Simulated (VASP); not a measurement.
# Absorption of AlN from time-dependent hybrids, part 2 of 5

Aim: the absorption of AlN from time-dependent DFT with and without exact exchange. The cell is of the wurtzite type, one of the forms listed for this formula. The start is a cell from a database of measured crystal structures.

VASP 6.6.1, plane waves and PAW; the level of theory is named at each step.

So far. Step 3 (Empty bands, functional LDA): WAVECAR now holds 24 bands for 16 electrons. Its independent-particle dielectric tensor has xx, yy, zz = 4.7, 4.7, 4.8 on this mesh, which isn't tested for convergence in mesh or bands and lacks local fields.

The database entry behind the starting cell differs from later determinations by our own check (inner coordinate u about 0.002 short), so it need not match the best structure at ambient conditions.

## 4. Casida equation on LDA

This step: time-dependent LDA, Casida form; plane waves and PAW (Al, N) (VASP 6.6.1).

The Casida equation, in the Tamm-Dancoff approximation (ANTIRES = 0), couples the pairs by a local exchange-correlation kernel; a semilocal kernel is short-ranged.

File INCAR:

```
SYSTEM = AlN
PREC = Accurate
ENCUT = 420
ISMEAR = 0
SIGMA = 0.01
LREAL = .FALSE.
GGA = CA
NBANDS = 24
ALGO = TDHF
NBANDSO = 5
NBANDSV = 5
OMEGAMAX = 25
NEDOS = 1000
CSHIFT = 0.1
PRECFOCK = Fast
LWAVE = .FALSE.
LCHARG = .FALSE.
ANTIRES = 0
LFXC = .TRUE.
LADDER = .FALSE.
```

File POSCAR:

```
AlN
1.0
    3.1130000000      0.0000000000      0.0000000000
   -1.5565000000      2.6959370820      0.0000000000
    0.0000000000      0.0000000000      4.9810000000
Al N
2 2
Direct
    0.6666666667      0.3333333333      0.5000000000
    0.3333333333      0.6666666667      0.0000000000
    0.6666666667      0.3333333333      0.8800000000
    0.3333333333      0.6666666667      0.3800000000
```

File KPOINTS:

```
Automatic mesh
0
Gamma
6 6 4
0 0 0
```

PAW data sets: Al and N (PBE family, release 64).

On the command line:

```sh
> mpirun -np 8 vasp_std
```

The log of the run:

```text
[banner, memory and clock lines left out]
running    8 mpi-ranks, on    1 nodes
 distrk:  each k-point on    8 cores,    1 groups
 distr:  one band on    1 cores,    8 groups

 POSCAR found type information on POSCAR AlN
 POSCAR found :  2 types and       4 ions
|                                                                             |
|           W    W    AA    RRRRR   N    N  II  N    N   GGGG   !!!           |
|           W    W   A  A   R    R  NN   N  II  NN   N  G    G  !!!           |
|           W    W  A    A  R    R  N N  N  II  N N  N  G       !!!           |
|           W WW W  AAAAAA  RRRRR   N  N N  II  N  N N  G  GGG   !            |
|           WW  WW  A    A  R   R   N   NN  II  N   NN  G    G                |
|           W    W  A    A  R    R  N    N  II  N    N   GGGG   !!!           |
|                                                                             |
|     For optimal performance we recommend to set                             |
|       NCORE = 2 up to number-of-cores-per-socket                            |
|     NCORE specifies how many cores store one orbital (NPAR=cpu/NCORE).      |
|     This setting can greatly improve the performance of VASP for DFT.       |
|     The default, NCORE=1 might be grossly inefficient on modern             |
|     multi-core architectures or massively parallel machines. Do your        |
|     Unfortunately you need to use the default for GW and RPA                |
|     calculations (for HF NCORE is supported but not extensively tested      |
|     yet).                                                                   |
|                                                                             |

|                                                                             |
|               ----> ADVICE to this user running VASP <----                  |
|                                                                             |
|     You enforced a specific xc type in the INCAR file but a different       |
|     [... a line on the potential file left out ...]
|     I HOPE YOU KNOW WHAT YOU ARE DOING!                                     |
|                                                                             |

|                                                                             |
|           W    W    AA    RRRRR   N    N  II  N    N   GGGG   !!!           |
|           W    W   A  A   R    R  NN   N  II  NN   N  G    G  !!!           |
|           W    W  A    A  R    R  N N  N  II  N N  N  G       !!!           |
|           W WW W  AAAAAA  RRRRR   N  N N  II  N  N N  G  GGG   !            |
|           WW  WW  A    A  R   R   N   NN  II  N   NN  G    G                |
|           W    W  A    A  R    R  N    N  II  N    N   GGGG   !!!           |
|                                                                             |
|     The default for ENCUTGWSOFT is different in this version of VASP.       |
|     please manually set ENCUTGWSOFT =280 in the INCAR file.                 |
|                                                                             |

 LDA part: xc-table for (Slater(with rela. corr.)+CA(PZ))
 , standard interpolation
 found WAVECAR, reading the header
 POSCAR, INCAR and KPOINTS ok, starting setup
 FFT: planning ... GRIDC
 FFT: planning ... GRID_SOFT
 FFT: planning ... GRID
 reading WAVECAR
 the WAVECAR file was read successfully
 initial charge from wavefunction
 available memory per node:     89.51 GB, setting MAXMEM to     91660

 The Fermi energy was updated, please check that it is located mid-gap
 values below the HOMO (VB) or above the LUMO (CB) will cause erroneous energies
 E-fermi :   7.9771

 the WAVEDER file was read successfully
 responsefunction array rank=     464
 LDA part: xc-table for (Slater(with rela. corr.)+CA(PZ))
 , standard interpolation

 min. memory requirement per mpi rank     53.5 MB, per node    427.8 MB

 Doing            0  frequencies on each core in blocks of            0
 parallelization over k-points
 Using distributed matrix
 Using distributed eigensolver
 allocating two-electron 4 orbital integral table    5    5    5    5
 BSE setting up matrix
 available memory per node:     89.47 GB, setting MAXMEM to     91613
 Calculate matrix elements of the BSE Hamiltonian:
 Workload is divided into blocks of two-electron 4 orbital integrals computed in
  parallel.
 Each block/integral has dimensions  of (   5,   5,   5,   5) orbitals
 Total number of blocks/integrals:                10440
 Number of spins:                                     1
 Number of kpoints:                                 144
 Spin channel:                                        1
  Number of blocks of unoccupied bands:               1
  Number of blocks of occupied bands:                 1
 Number of rows/columns of blocks:                  144

                                                        Time (sec)
               Integrals                 Ranks       Real         CPU
  [         1 -       1152/     10440]     8         0.69        0.00
  [      1153 -       2304/     10440]     8         1.42        0.00
  [      2305 -       3456/     10440]     8         2.11        0.00
  [      3457 -       4608/     10440]     8         2.79        0.00
  [      4609 -       5760/     10440]     8         3.44        0.00
  [      5761 -       6912/     10440]     8         4.13        0.00
  [      6913 -       8064/     10440]     8         4.80        0.00
  [      8065 -       9216/     10440]     8         5.45        0.00
  [      9217 -      10368/     10440]     8         6.15        0.00
  [     10369 -      10440/     10440]     8         6.24        0.00

 BSE redistributing all elements
 BSE diagonalizing matrix PDSYEVX_ZHEEVX_DESC
 BSE calculating oscillator strength
```

It took 15 s on 8 MPI ranks of AMD EPYC 7R43, shared host; peak memory 1.7 GiB.

From OUTCAR (step 4):

```text
 Found     21 irreducible k-points:

   k-points           NKPTS =     21   k-points in BZ     NKDIM =    144   number of bands    NBANDS=     24

   NELECT =      16.0000    total number of electrons

 E-fermi :   7.9771

[... 8 parts as in an earlier step ...]
```

Numbers from this step:

- lowest excitation: 4.241 eV

The imaginary dielectric function has structure finer than the step of the table below, so its rows give means over 2 eV, whole bins alone (the curve runs from 0 to 25 eV). Peaks (eV: height): xx 6.3: 5.98, 7.1: 10.7, 7.7: 11.5, 8.8: 8.54, 10.1: 6.54, 10.7: 7.16, 11.9: 6.02; zz 5.7: 4.15, 6.4: 10.6, 7.1: 15.9, 8.5: 6.27, 9.6: 9.08, 10.2: 9.92, 12.0: 8.25.

From 5 filled and 5 empty bands alone, without any pair above OMEGAMAX = 25 eV, so strength is missing wherever others contribute; lines are broadened by CSHIFT, which also makes the tail under the first line. The imaginary dielectric function by photon energy; means over each step:

```csv
photon energy (eV),xx,zz
2,0.0248,0.0282
4,0.303,0.328
6,2.98,4.26
8,7.54,6.44
10,4.66,5.04
12,3.62,3.97
14,0.779,0.766
16,0.119,0.123
18,0.0207,0.0227
20,0.0113,0.0116
22,0.00729,0.00754
24,0.00509,0.00527
```

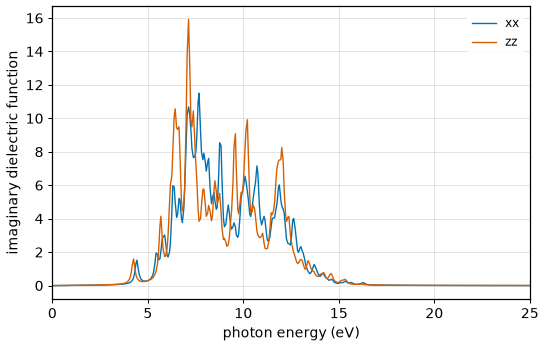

Imaginary dielectric function, plotted against photon energy.

The lowest excitation lies at 4.241 eV, +5 meV against the direct gap of these orbitals. No second mesh in this session tests these energies, peaks and heights.

## 5. Random-phase approximation on LDA

This step: RPA spectrum on LDA; plane waves and PAW (Al, N) (VASP 6.6.1).

With the exchange-correlation kernel off, only the local fields remain: the random-phase approximation.

INCAR, as its differences from that of step 4:

```diff
@@ -18,3 +18,3 @@
 ANTIRES = 0
-LFXC = .TRUE.
+LFXC = .FALSE.
 LADDER = .FALSE.
```

POSCAR is that of step 4.

KPOINTS is that of step 4.

On the command line:

```sh
> mpirun -np 8 vasp_std
```

The log of the run:

```text
[banner, memory and clock lines left out]
 LDA part: xc-table for (Slater(with rela. corr.)+CA(PZ))
 , standard interpolation
 found WAVECAR, reading the header
 POSCAR, INCAR and KPOINTS ok, starting setup
 FFT: planning ... GRIDC
 FFT: planning ... GRID_SOFT
 FFT: planning ... GRID
 reading WAVECAR
 the WAVECAR file was read successfully
 initial charge from wavefunction
 available memory per node:     89.47 GB, setting MAXMEM to     91615

 Doing            0  frequencies on each core in blocks of            0
 parallelization over k-points
 Using distributed matrix
 Using distributed eigensolver
 allocating two-electron 4 orbital integral table    5    5    5    5
 BSE setting up matrix
 available memory per node:     89.42 GB, setting MAXMEM to     91562
 Calculate matrix elements of the BSE Hamiltonian:
 Workload is divided into blocks of two-electron 4 orbital integrals computed in
  parallel.
 Each block/integral has dimensions  of (   5,   5,   5,   5) orbitals
 Total number of blocks/integrals:                10440
 Number of spins:                                     1
 Number of kpoints:                                 144
 Spin channel:                                        1
  Number of blocks of unoccupied bands:               1
  Number of blocks of occupied bands:                 1
 Number of rows/columns of blocks:                  144

                                                        Time (sec)
               Integrals                 Ranks       Real         CPU
  [         1 -       1152/     10440]     8         0.68        0.00
  [      1153 -       2304/     10440]     8         1.35        0.00
  [      2305 -       3456/     10440]     8         2.01        0.00
  [      3457 -       4608/     10440]     8         2.67        0.00
  [      4609 -       5760/     10440]     8         3.36        0.00
  [      5761 -       6912/     10440]     8         4.05        0.00
  [      6913 -       8064/     10440]     8         4.70        0.00
  [      8065 -       9216/     10440]     8         5.38        0.00
  [      9217 -      10368/     10440]     8         6.08        0.00
  [     10369 -      10440/     10440]     8         6.16        0.00

[... 8 parts as in an earlier step ...]
```

It took 15 s on 8 MPI ranks; peak memory 1.7 GiB; 96 s of CPU time.

Parts of OUTCAR (step 5):

```text
   NELECT =      16.0000    total number of electrons

 E-fermi :   7.9771

[... 9 parts as in an earlier step ...]

[... 1 further part left out ...]
```

This step gave:

* lowest excitation: 4.243 eV

The imaginary dielectric function has structure finer than the step of the table below, so its rows give means over 1 eV, whole bins alone (the curve runs from 0 to 25 eV). Peaks (eV: height): xx 7.1: 9.23, 7.7: 10.9, 8.8: 9.28, 9.2: 5.39, 10.1: 6.61, 10.8: 7.37, 11.9: 6.48; zz 6.6: 9.11, 7.1: 14.5, 7.9: 5.80, 8.5: 6.15, 9.6: 9.13, 10.2: 11.2, 12.1: 9.33.

From 5 filled and 5 empty bands alone, without any pair above OMEGAMAX = 25 eV, so strength is missing wherever others contribute; lines are broadened by CSHIFT, which also makes the tail under the first line. The imaginary dielectric function by photon energy; means over each step:

```csv
photon energy (eV),xx,zz
1,0.00954,0.0107
2,0.0219,0.0247
3,0.0443,0.0522
4,0.349,0.452
5,0.558,0.350
6,2.58,3.78
7,5.99,8.65
8,7.45,4.95
9,5.23,4.01
10,4.71,6.80
11,4.64,3.34
12,4.51,6.18
13,2.64,1.92
14,0.888,0.837
15,0.258,0.437
16,0.143,0.0976
17,0.0375,0.0409
18,0.0213,0.0240
19,0.0154,0.0160
20,0.0118,0.0122
21,0.00938,0.00971
22,0.00761,0.00789
23,0.00630,0.00654
24,0.00529,0.00549
```

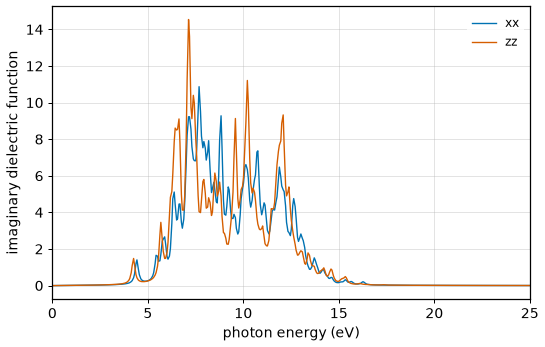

Imaginary dielectric function against photon energy.

The lowest excitation lies at 4.243 eV, +7 meV against the direct gap of these orbitals. No second mesh in this session tests these energies, peaks and heights.

## 6. Orbitals for ground state at HSE06

This step: LDA; plane waves and PAW (Al, N) (VASP 6.6.1).

A hybrid converges faster from good orbitals, so a cheap LDA run writes WAVECAR first.

File INCAR:

```
SYSTEM = AlN
PREC = Accurate
ENCUT = 420
EDIFF = 1E-05
NELM = 100
ISMEAR = 0
SIGMA = 0.01
LREAL = .FALSE.
ALGO = Normal
GGA = CA
NBANDS = 14
LORBIT = 11
LWAVE = .TRUE.
LCHARG = .FALSE.
KPAR = 8
```

POSCAR is that of step 5.

KPOINTS is that of step 5.

On the command line:

```sh
> mpirun -np 8 vasp_std
```

The log of the run:

```text
[banner, memory and clock lines left out]
running    8 mpi-ranks, on    1 nodes
 distrk:  each k-point on    1 cores,    8 groups
 distr:  one band on    1 cores,    1 groups

 POSCAR found type information on POSCAR AlN
 POSCAR found :  2 types and       4 ions
 [... a notice as in an earlier step ...]

 [... a notice as in an earlier step ...]

 LDA part: xc-table for (Slater(with rela. corr.)+CA(PZ))
 , standard interpolation
 POSCAR, INCAR and KPOINTS ok, starting setup
 FFT: planning ... GRIDC
 FFT: planning ... GRID_SOFT
 FFT: planning ... GRID
 WAVECAR not read
 entering main loop
       N       E                     dE             d eps       ncg     rms          rms(c)
[... 11 cycles as in an earlier step ...]
DAV:  12    -0.328094474958E+02    0.16512E-05   -0.40636E-06   456   0.176E-02
   1 F= -.32809447E+02 E0= -.32809447E+02  d E =-.282071E-64
 writing wavefunctions
```

Run time: 2.4 s. Hardware: 8 MPI ranks; peak memory 0.83 GiB.

From OUTCAR (step 6):

```text
   NELECT =      16.0000    total number of electrons

 E-fermi :   5.9775

 k-point     1 :       0.0000    0.0000    0.0000
  band No.  band energies     occupation
    ...
      4       5.0193      2.00000
      5       5.0193      2.00000
      6       5.6801      2.00000
      7       5.6801      2.00000
      8       5.8598      2.00000
      9      10.0954      0.00000
     10      12.4117      0.00000
     11      16.3331      0.00000
     12      16.8362      0.00000
     13      16.8362      0.00000
    ...

  Total       -1.6055716     -1.6055716     -1.1775304      0.0000000     -0.0000000      0.0000000
  in kB      -61.5367920    -61.5367920    -45.1312427      0.0000000     -0.0000000      0.0000000
  external PRESSURE =     -56.0682756 kB  Pullay stress =       0.0000000 kB

 POSITION                                       TOTAL-FORCE (eV/Angst)
 -----------------------------------------------------------------------------------
      1.55650      0.89865      2.49050        -0.000000      0.000000     -0.122508
     -0.00000      1.79729      0.00000         0.000000     -0.000000     -0.122508
      1.55650      0.89865      4.38328         0.000000     -0.000000      0.122508
     -0.00000      1.79729      1.89278        -0.000000      0.000000      0.122508
 -----------------------------------------------------------------------------------
    total drift:                               -0.000000     -0.000000     -0.000041

  FREE ENERGIE OF THE ION-ELECTRON SYSTEM (eV)
  ---------------------------------------------------
  free  energy   TOTEN  =       -32.8094474958 eV

  energy  without entropy=      -32.8094474958  energy(sigma->0) =      -32.80944750

[... 9 parts as in an earlier step ...]

[... 8 further parts left out ...]
```

Numbers from this step:

```yaml
fermi_energy: 5.978 eV
pressure: -5.607 GPa
```

The run ends at a pressure of -5.61 GPa, with forces up to 0.12 eV/Å.

## 7. Ground state at HSE06

This step: HSE06; plane waves and PAW (Al, N) (VASP 6.6.1).

The orbitals come from a self-consistent HSE06 run. EDIFF is tight for accurate orbitals, and a narrow smearing avoids fractional occupations.

File INCAR:

```
SYSTEM = AlN
PREC = Accurate
ENCUT = 420
EDIFF = 1E-08
NELM = 100
ISMEAR = 0
SIGMA = 0.01
LREAL = .FALSE.
ALGO = Normal
LHFCALC = .TRUE.
AEXX = 0.25
GGA = PE
HFSCREEN = 0.2
LASPH = .TRUE.
NBANDS = 14
PRECFOCK = Fast
LORBIT = 11
LWAVE = .TRUE.
LCHARG = .FALSE.
KPAR = 8
```

POSCAR is that of step 6.

KPOINTS is that of step 6.

The run starts from files that an earlier step left in the folder.

On the command line:

```sh
> mpirun -np 8 vasp_std
```

The log of the run:

```text
[banner, memory and clock lines left out]
running    8 mpi-ranks, on    1 nodes
 distrk:  each k-point on    1 cores,    8 groups
 distr:  one band on    1 cores,    1 groups

 POSCAR found type information on POSCAR AlN
 POSCAR found :  2 types and       4 ions
 [... a notice as in an earlier step ...]

 LDA part: xc-table for (Slater+PW92), standard interpolation
 found WAVECAR, reading the header
 POSCAR, INCAR and KPOINTS ok, starting setup
 FFT: planning ... GRIDC
 FFT: planning ... GRID_SOFT
 FFT: planning ... GRID
 reading WAVECAR
 the WAVECAR file was read successfully
 initial charge from wavefunction
 entering main loop
       N       E                     dE             d eps       ncg     rms          rms(c)
DAV:   1    -0.349526385458E+02   -0.34953E+02   -0.15021E+00   776   0.875E+00    0.129E+01
DAV:   2    -0.349587114719E+02   -0.60729E-02   -0.43738E-02   756   0.173E+00    0.888E+00
DAV:   3    -0.349541909900E+02    0.45205E-02   -0.70303E-03   732   0.612E-01    0.554E+00
DAV:   4    -0.349536791736E+02    0.51182E-03   -0.98568E-04   738   0.217E-01    0.332E+00
DAV:   5    -0.349533617444E+02    0.31743E-03   -0.70299E-05   738   0.725E-02    0.196E+00
DAV:   6    -0.349532531796E+02    0.10856E-03   -0.52550E-05   708   0.624E-02    0.113E+00
DAV:   7    -0.349532184755E+02    0.34704E-04   -0.99359E-06   744   0.282E-02    0.646E-01
DAV:   8    -0.349532067292E+02    0.11746E-04   -0.28370E-06   750   0.142E-02    0.369E-01
DAV:   9    -0.349532032396E+02    0.34896E-05   -0.11419E-06   756   0.883E-03    0.211E-01
DAV:  10    -0.349532023636E+02    0.87598E-06   -0.35564E-07   762   0.527E-03    0.121E-01
DAV:  11    -0.349532021936E+02    0.16998E-06   -0.12864E-07   750   0.334E-03    0.688E-02
DAV:  12    -0.349532022458E+02   -0.52194E-07   -0.45884E-08   744   0.208E-03    0.394E-02
DAV:  13    -0.349532023182E+02   -0.72332E-07   -0.16758E-08   510   0.131E-03    0.229E-02
DAV:  14    -0.349532023663E+02   -0.48126E-07   -0.90882E-09   390   0.996E-04    0.128E-02
DAV:  15    -0.349532023998E+02   -0.33491E-07   -0.40673E-09   366   0.649E-04    0.675E-03
DAV:  16    -0.349532024233E+02   -0.23513E-07   -0.12807E-09   372   0.412E-04    0.355E-03
DAV:  17    -0.349532024373E+02   -0.13997E-07   -0.32678E-10   372   0.256E-04    0.196E-03
DAV:  18    -0.349532024460E+02   -0.87169E-08   -0.16301E-10   378   0.207E-04
   1 F= -.34953202E+02 E0= -.34953202E+02  d E =-.347475E-16
 writing wavefunctions
```

It took 1.8 min on 8 MPI ranks; peak memory 1.7 GiB; 12 min of CPU time.

OUTCAR, selected parts (step 7):

```text
   k-points           NKPTS =     21   k-points in BZ     NKDIM =    144   number of bands    NBANDS=     14

   NELECT =      16.0000    total number of electrons

  exchange ACFDT corr.  =         0.00000000  see jH, gK, PRB 81, 115126

 E-fermi :   5.2565

 k-point     1 :       0.0000    0.0000    0.0000
  band No.  band energies     occupation
    ...
      4       4.2781      2.00000
      5       4.2782      2.00000
      6       5.0087      2.00000
      7       5.0088      2.00000
      8       5.2038      2.00000
      9      10.7915      0.00000
     10      13.3472      0.00000
     11      17.6982      0.00000
     12      18.0012      0.00000
     13      18.0012      0.00000
    ...

 POSITION                                       TOTAL-FORCE (eV/Angst)
 -----------------------------------------------------------------------------------
      1.55650      0.89865      2.49050        -0.000000     -0.000000     -0.128257
     -0.00000      1.79729      0.00000         0.000000     -0.000000     -0.128257
      1.55650      0.89865      4.38328        -0.000000     -0.000000      0.128257
     -0.00000      1.79729      1.89278        -0.000000      0.000000      0.128257
 -----------------------------------------------------------------------------------
    total drift:                                0.000000     -0.000001      0.003029

  FREE ENERGIE OF THE ION-ELECTRON SYSTEM (eV)
  ---------------------------------------------------
  free  energy   TOTEN  =       -34.9532024460 eV

  energy  without entropy=      -34.9532024460  energy(sigma->0) =      -34.95320245

[... 8 parts as in an earlier step ...]

[... 8 further parts left out ...]
```

The PAW data sets were made with PBE, which is usual practice but a small mismatch for other functionals.

Numbers from this step:

- free energy (TOTEN): -34.95 eV
- Fermi energy: 5.256 eV
- gap on the k-mesh: 5.588 eV
- least direct gap on the k-mesh: 5.588 eV

(Part 2 of 5 ends here.)

[Lines on the potential files, build, host, timing and source positions are cut from VASP's logs without a mark.]

[Logs are printed without paths, hosts, clocks, repeated set-up lines and the standing remarks that a program may print on its own settings, such as how far it seeks lower states.]

[Hosts, paths, dates, database ids (printed as entryN), source tags and the programs' standing remarks are cut or masked in the printed files.]

[Pressures printed for these runs are not shown converged in the cutoff: they can be off by several GPa and have the wrong sign.]
